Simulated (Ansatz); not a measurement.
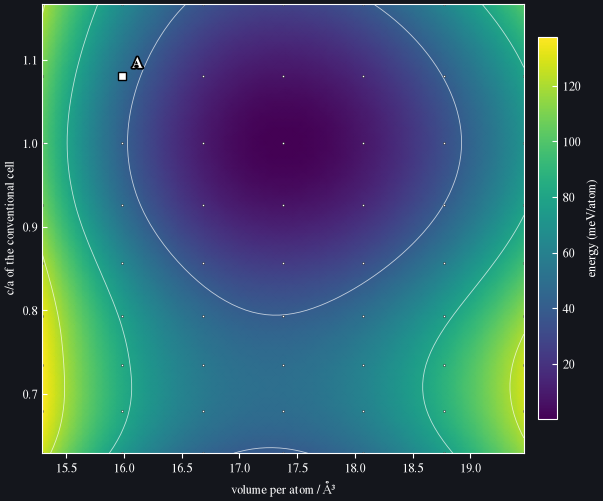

Ti (Fm-3m, No. 225; 1 atom in the cell). The energy is mapped over volume and the cell's shape. First axis: volume per atom. Second axis: c/a of the conventional cell. Nothing is relaxed (symmetry fixes all fractional coordinates). The scan uses a 7 × 9 grid. Points are written as (first, second). All energies are given in meV/atom relative to the lowest grid point. These are results of DFT PBE, scalar-relativistic, plane waves, PAW (Ansatz 0.2.0), not measurements. Settings: cutoff 520 eV, k-mesh 20×20×20, gaussian smearing 0.15 eV, no spin polarisation.

The picture shows a smooth colour map with a few white contour lines, dots at the grid points, the point A. Between grid points the surface is interpolated.

> Which way does the force act at A, and how strong is it?

A, at (15.99 Å³, 1.080), is not a stationary point. The computed force is 64 meV/atom for each Å³ towards larger values of volume per atom and 142 meV/atom for each unit towards smaller values of c/a of the conventional cell.

PAW datasets: the set soft_1.
